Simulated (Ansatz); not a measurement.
## Run report: GaP, geometry relaxation (part 1 of 2)

- system: GaP (2 atoms in the cell)
- method: DFT, PBEsol, plane waves, PAW, no spin polarisation (Ansatz 0.2.0)

The structure was built on a prototype by a generator. The geometry comes from this level: PBE. Figures and captions count atoms from 1; the log counts them from 0 in places.

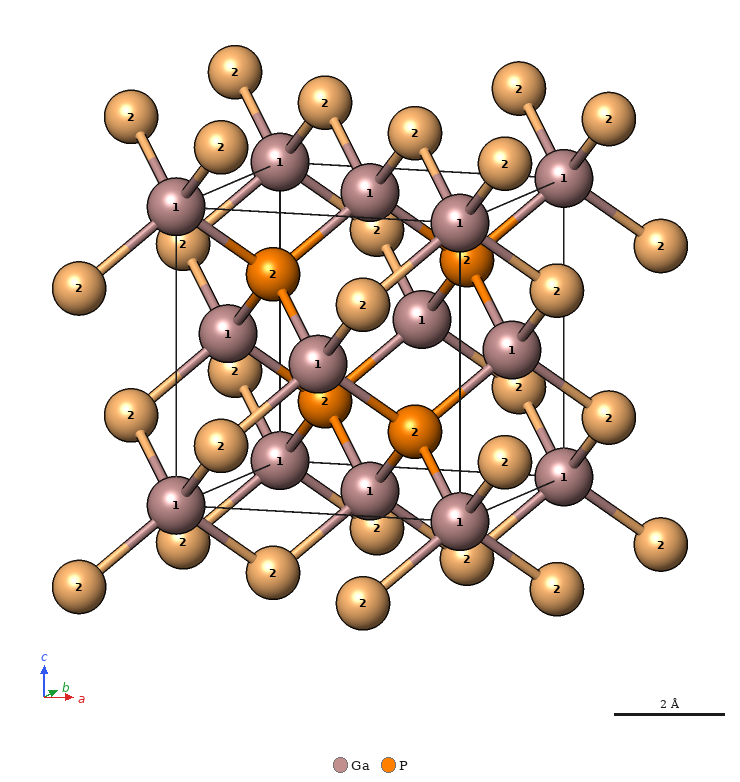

The input geometry (ball-and-stick view of the cell 4 times as large as that of the calculation, set on its symmetry axes, seen slightly off an axis; neighbours outside the cell are drawn fainter; atoms are numbered from 1 in the order of the input). Near neighbours in the crystal (not all of them lie inside the picture): Ga has 4 P at 2.38 Å; P has 4 Ga at 2.38 Å.

## Input
```yaml
crystal:
  lattice:
    - [0.0, 2.7530041267, 2.7530041267]
    - [2.7530041267, 0.0, 2.7530041267]
    - [2.7530041267, 2.7530041267, 0.0]
  atoms:
    - { symbol: Ga, position: [0.0, 0.0, 0.0] }
    - { symbol: P, position: [0.25, 0.25, 0.25] }
kpoints:
  mp_grid: { grid: [8, 8, 8] }
hamiltonian:
  xc: pbesol
scf:
  occupations: { method: fermi_dirac, width: 0.02 }
relax:
  f_tol: 0.005
  cell: {}
output:
  write_density: true
  write_potential: true
  elf: true
  volumetric_format: npy
```

Launch command:
```bash
ansatz run input.yaml --threads 4 --pin off --max-ram 7372MiB --backend cpu --events-out ev --progress --plain --runs-dir out
```

## The program's output
```
Engine: ansatz 0.2.0, x86_64-unknown-linux-gnu
Pseudopotentials: kind: paw
Pseudopotential: Ga, paw, valence charge 13, recommended cutoff 420 eV (normal), Ga.paw.azcp
Pseudopotential: P, paw, valence charge 5, recommended cutoff 420 eV (normal), P.paw.azcp
Functional definition: PBEsol
  exchange = pbesol_x
  correlation = pbesol_c
Crystal: 2 atoms, lattice volume = 41.730 Å³
Basis set: ecut = 420 eV, 869 PW (Γ), exchange–correlation on 54×54×54 points (8 copies of the dense FFT grid, shifted against one another)
Bands: 13, of which v1, the nominal top of the filled ones, is band 9 counted from 1 (8 counted from 0)
Symmetry: 24 space group operations
Space group: F-43m (ITA 216), of the structure as read, at distance tolerance 3.5e-5 Å
k-points: 29 of 512 (time reversal used)
Non-local potential: Ga, projectors of the file, l = 0: 2, l = 1: 2, l = 2: 3, l = 3: 1
Non-local potential: P, projectors of the file, l = 0: 2, l = 1: 2, l = 2: 2
PAW form: soft (Blöchl's): semilocal exchange-correlation on the pseudo side does not see the compensation charge
PAW frozen core: Ga, regenerated for the run's functional, and the local potential with it (the file was generated under x = pbe(κ = 0.804, μ = 0.2195149727645171), c = pbe(β = 0.06672455060314922))
PAW frozen core: P, regenerated for the run's functional, and the local potential with it (the file was generated under x = pbe(κ = 0.804, μ = 0.2195149727645171), c = pbe(β = 0.06672455060314922))
PAW one-centre angular grid: Ga, 590 points (default); XC on 64 Gauss nodes
PAW one-centre angular grid: P, 110 points (default); XC on 64 Gauss nodes
Initial density: superposition of atomic densities (neutral atoms: chi_scale 0, normalization atom), corrected by the library's trained network
Initial wavefunctions: pseudopotential atomic-orbital guess
Functional: x = pbesol(κ = 0.804, μ = 0.12345679012345678), c = pbesol(β = 0.046)
SCF iter   1: F=—  HF=-4484.045533 eV  |F-HF|=—  |Δ(HF+E_count)|=         —  Δρ=4.41e-3  dr2=1.37e-2  ethr=1.77e-3  ⟨swp⟩=6.6  Hψ=2578  notcnv=0
preconditioner: auto → none  [insulator: Δε(μ)=1.449 eV  Ē_g=15.304 eV  σ=0.020 eV  W_gap=1.00  n_scr=14 (ndim 8)  ℏωp=24.4 eV  f_vac=0.017  D(μ)=0.00/eV (n_scr^D=0)  ε∞_Penn≈3.5]
SCF iter   2: F=—  HF=-4484.040724 eV  |F-HF|=—  |Δ(HF+E_count)|=   4.81e-3  Δρ=1.63e-3  dr2=9.74e-4  ethr=7.59e-5  ⟨swp⟩=3.0  Hψ=850  notcnv=0
SCF iter   3: F=—  HF=-4484.040582 eV  |F-HF|=—  |Δ(HF+E_count)|=   1.41e-4  Δρ=5.13e-4  dr2=1.28e-4  ethr=5.41e-6  ⟨swp⟩=2.0  Hψ=754  notcnv=0
SCF iter   4: F=—  HF=-4484.040563 eV  |F-HF|=—  |Δ(HF+E_count)|=   1.92e-5  Δρ=2.46e-4  dr2=1.88e-5  ethr=7.11e-7  ⟨swp⟩=2.0  Hψ=638  notcnv=0
SCF iter   5: F=—  HF=-4484.040573 eV  |F-HF|=—  |Δ(HF+E_count)|=   9.40e-6  Δρ=3.74e-5  dr2=3.39e-7  ethr=1.04e-7  ⟨swp⟩=2.0  Hψ=474  notcnv=0
SCF iter   6: F=-4484.040573 eV  HF=-4484.040573 eV  |F-HF|=1.18e-8  |Δ(HF+E_count)|=   4.01e-7  Δρ=7.19e-6  dr2=1.34e-8  ethr=5.56e-10  ⟨swp⟩=9.1  Hψ=2267  notcnv=0
SCF 1 converged in 6 iterations: F = -4484.040573 eV  dr2 = 1.34e-8
  greatest PAW one-centre occupation: 0.994 electrons in one spin orbital (limit 2), on the Ga atom at site 0 (counted from 0), in its partial waves of l = 2
relax step   1: F+E_penalty+E_count = -4484.04057307 eV  Δ(F+E_penalty+E_count) = +0.000e0 eV  max|allowed force component| = 2.683e-16 eV/Å  Δτ_max = 0.0000 Å  P = -2.898 GPa  Ω = 41.730 Å³  (6 SCF iters, dr2 threshold 1.00e-7 eV, accepted)
Crystal: 2 atoms, lattice volume = 40.635 Å³
Basis set: ecut = 420 eV, 821 PW (Γ), exchange–correlation on 54×54×54 points (8 copies of the dense FFT grid, shifted against one another)
Initial density: handed on by an earlier stage of this run
Initial wavefunctions: those handed on with the density
iter 1 solved again at ethr=5.70e-6 eV; its pass at ethr=3.10e-3 eV (dr2=1.03e-3 eV) is discarded
SCF iter   1: F=—  HF=-4484.054112 eV  |F-HF|=—  |Δ(HF+E_count)|=         —  Δρ=1.34e-3  dr2=1.02e-3  ethr=5.70e-6  ⟨swp⟩=2.0  Hψ=2837  notcnv=0
preconditioner: auto → none  [insulator: Δε(μ)=1.538 eV  Ē_g=15.427 eV  σ=0.020 eV  W_gap=1.00  n_scr=14 (ndim 8)  ℏωp=24.7 eV  f_vac=0.002  D(μ)=0.00/eV (n_scr^D=0)  ε∞_Penn≈3.6]
SCF iter   2: F=—  HF=-4484.053868 eV  |F-HF|=—  |Δ(HF+E_count)|=   2.44e-4  Δρ=5.19e-4  dr2=1.10e-4  ethr=5.69e-6  ⟨swp⟩=2.0  Hψ=510  notcnv=0
SCF iter   3: F=—  HF=-4484.053867 eV  |F-HF|=—  |Δ(HF+E_count)|=   1.44e-6  Δρ=2.04e-4  dr2=1.51e-5  ethr=6.08e-7  ⟨swp⟩=2.8  Hψ=658  notcnv=0
SCF iter   4: F=—  HF=-4484.053866 eV  |F-HF|=—  |Δ(HF+E_count)|=   7.38e-7  Δρ=5.13e-5  dr2=6.93e-7  ethr=8.39e-8  ⟨swp⟩=2.0  Hψ=638  notcnv=0
SCF iter   5: F=-4484.053866 eV  HF=-4484.053866 eV  |F-HF|=4.78e-8  |Δ(HF+E_count)|=   2.95e-7  Δρ=1.55e-5  dr2=6.32e-8  ethr=1.11e-9  ⟨swp⟩=9.3  Hψ=2742  notcnv=0
SCF 2 converged in 5 iterations: F = -4484.053866 eV  dr2 = 6.32e-8
relax step   2: F+E_penalty+E_count = -4484.05386570 eV  Δ(F+E_penalty+E_count) = -1.329e-2 eV  max|allowed force component| = 3.296e-17 eV/Å  Δτ_max = 0.0000 Å  P = -0.864 GPa  Ω = 40.635 Å³  energy of the carried Pulay correction = +2.588e-4 eV  (5 SCF iters, dr2 threshold 2.00e-7 eV, accepted)
Crystal: 2 atoms, lattice volume = 40.187 Å³
Basis set: ecut = 420 eV, 749 PW (Γ), exchange–correlation on 54×54×54 points (8 copies of the dense FFT grid, shifted against one another)
iter 1 solved again at ethr=9.36e-7 eV; its pass at ethr=3.10e-3 eV (dr2=1.68e-4 eV) is discarded
SCF iter   1: F=—  HF=-4484.055155 eV  |F-HF|=—  |Δ(HF+E_count)|=         —  Δρ=5.74e-4  dr2=1.85e-4  ethr=9.36e-7  ⟨swp⟩=2.3  Hψ=2751  notcnv=0
preconditioner: auto → none  [insulator: Δε(μ)=1.506 eV  Ē_g=15.477 eV  σ=0.020 eV  W_gap=1.00  n_scr=14 (ndim 8)  ℏωp=24.9 eV  f_vac=0.003  D(μ)=0.00/eV (n_scr^D=0)  ε∞_Penn≈3.6]
SCF iter   2: F=—  HF=-4484.055113 eV  |F-HF|=—  |Δ(HF+E_count)|=   4.21e-5  Δρ=2.23e-4  dr2=1.99e-5  ethr=9.36e-7  ⟨swp⟩=2.0  Hψ=482  notcnv=0
SCF iter   3: F=—  HF=-4484.055113 eV  |F-HF|=—  |Δ(HF+E_count)|=   8.61e-8  Δρ=8.84e-5  dr2=2.79e-6  ethr=1.11e-7  ⟨swp⟩=2.6  Hψ=642  notcnv=0
SCF iter   4: F=—  HF=-4484.055113 eV  |F-HF|=—  |Δ(HF+E_count)|=   6.22e-8  Δρ=2.19e-5  dr2=1.25e-7  ethr=1.11e-9  ⟨swp⟩=9.4  Hψ=2974  notcnv=0
SCF iter   5: F=-4484.055113 eV  HF=-4484.055113 eV  |F-HF|=9.56e-9  |Δ(HF+E_count)|=   4.51e-8  Δρ=6.73e-6  dr2=1.17e-8  ethr=6.94e-10  ⟨swp⟩=8.2  Hψ=2237  notcnv=0
SCF 3 converged in 5 iterations: F = -4484.055113 eV  dr2 = 1.17e-8
relax step   3: F+E_penalty+E_count = -4484.05511272 eV  Δ(F+E_penalty+E_count) = -1.247e-3 eV  max|allowed force component| = 3.585e-17 eV/Å  Δτ_max = 0.0000 Å  P = +0.059 GPa  Ω = 40.187 Å³  energy of the carried Pulay correction = +3.666e-4 eV  (5 SCF iters, dr2 threshold 2.00e-7 eV, accepted)
Crystal: 2 atoms, lattice volume = 40.216 Å³
iter 1 solved again at ethr=3.92e-9 eV; its pass at ethr=3.10e-3 eV (dr2=7.06e-7 eV) is discarded
SCF iter   1: F=—  HF=-4484.055111 eV  |F-HF|=—  |Δ(HF+E_count)|=         —  Δρ=3.78e-5  dr2=7.63e-7  ethr=3.92e-9  ⟨swp⟩=2.4  Hψ=2607  notcnv=0
preconditioner: auto → none  [insulator: Δε(μ)=1.500 eV  Ē_g=15.476 eV  σ=0.020 eV  W_gap=1.00  n_scr=14 (ndim 8)  ℏωp=24.8 eV  f_vac=0.005  D(μ)=0.00/eV (n_scr^D=0)  ε∞_Penn≈3.6]
SCF iter   2: F=—  HF=-4484.055111 eV  |F-HF|=—  |Δ(HF+E_count)|=   4.78e-7  Δρ=1.38e-5  dr2=7.37e-8  ethr=3.92e-9  ⟨swp⟩=2.0  Hψ=481  notcnv=0
SCF iter   3: F=-4484.055111 eV  HF=-4484.055111 eV  |F-HF|=5.96e-9  |Δ(HF+E_count)|=   1.39e-8  Δρ=5.13e-6  dr2=8.64e-9  ethr=4.82e-11  ⟨swp⟩=8.2  Hψ=1995  notcnv=0
SCF 4 converged in 3 iterations: F = -4484.055111 eV  dr2 = 8.64e-9
relax step   4: F+E_penalty+E_count = -4484.05511093 eV  Δ(F+E_penalty+E_count) = +1.792e-6 eV  max|allowed force component| = 3.469e-17 eV/Å  Δτ_max = 0.0000 Å  P = -0.001 GPa  Ω = 40.216 Å³  energy of the carried Pulay correction = +3.598e-4 eV  (3 SCF iters, dr2 threshold 8.68e-9 eV, accepted)
Initial wavefunctions: pseudopotential atomic-orbital guess (no wavefunctions were taken with the density)
iter 1 solved again at ethr=1.26e-6 eV; its pass at ethr=3.10e-3 eV (dr2=2.27e-4 eV) is discarded
SCF iter   1: F=—  HF=-4484.054765 eV  |F-HF|=—  |Δ(HF+E_count)|=         —  Δρ=3.98e-5  dr2=1.47e-7  ethr=1.26e-6  ⟨swp⟩=3.0  Hψ=3479  notcnv=0
eigensolver tolerance schedule: the retry pair's looser diagonalisation over-reported the residual by 1537.11 of it (diagonalisation noise at 1.67 of the residual, at the tolerance the schedule requests for it); recorded, not acted on — ethr = c·dr2/N_el stays at c = 1.0e-1
SCF iter   2: F=—  HF=-4484.054763 eV  |F-HF|=—  |Δ(HF+E_count)|=   2.54e-6  Δρ=3.19e-5  dr2=1.59e-7  ethr=8.19e-10  ⟨swp⟩=2.6  Hψ=672  notcnv=0
SCF iter   3: F=—  HF=-4484.054763 eV  |F-HF|=—  |Δ(HF+E_count)|=   5.99e-8  Δρ=6.85e-6  dr2=1.67e-8  ethr=8.19e-10  ⟨swp⟩=2.0  Hψ=652  notcnv=0
SCF iter   4: F=—  HF=-4484.054763 eV  |F-HF|=—  |Δ(HF+E_count)|=   1.48e-8  Δρ=1.35e-6  dr2=3.33e-10  ethr=9.27e-11  ⟨swp⟩=2.0  Hψ=648  notcnv=0
SCF iter   5: F=-4484.054763 eV  HF=-4484.054763 eV  |F-HF|=1.27e-11  |Δ(HF+E_count)|=  5.73e-11  Δρ=3.56e-7  dr2=1.94e-11  ethr=1.00e-12  ⟨swp⟩=5.1  Hψ=2144  notcnv=0
SCF 5 converged in 5 iterations: F = -4484.054763 eV  dr2 = 1.94e-11
relax step   5: F+E_penalty+E_count = -4484.05476279 eV  Δ(F+E_penalty+E_count) = +3.481e-4 eV  max|allowed force component| = 2.660e-17 eV/Å  Δτ_max = 0.0000 Å  P = -0.004 GPa  Ω = 40.216 Å³  stress off target by 4.46e-3 GPa  SCF on the basis re-selected at this cell (its energy is not comparable with the rows above)  (5 SCF iters)
```

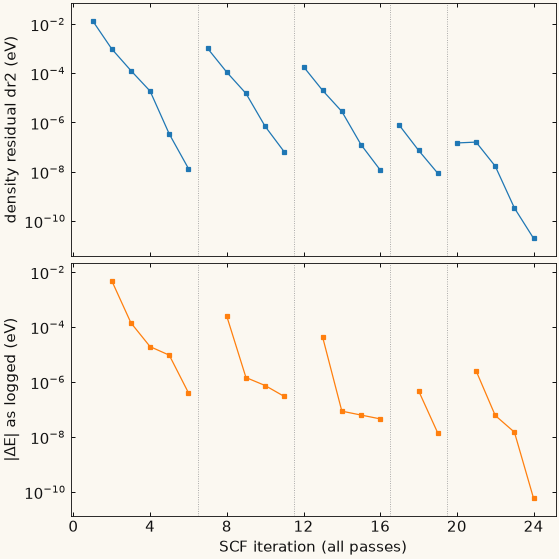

Convergence of the self-consistent field: density residual dr2 and size of the energy change against the SCF iteration. The dotted lines part the SCF passes of the relaxation: geometry steps, rejected trials and re-solves on a re-selected basis. The 5 passes take 3 to 6 iterations each, 24 in all.

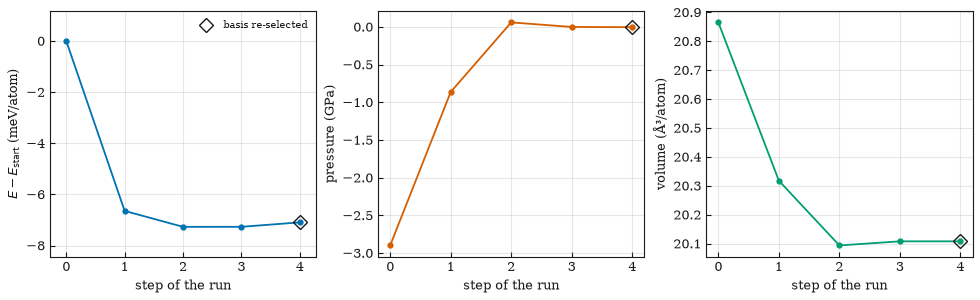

Progress of the relaxation, step by step (the first geometry is step 0 here and step 1 in the log).
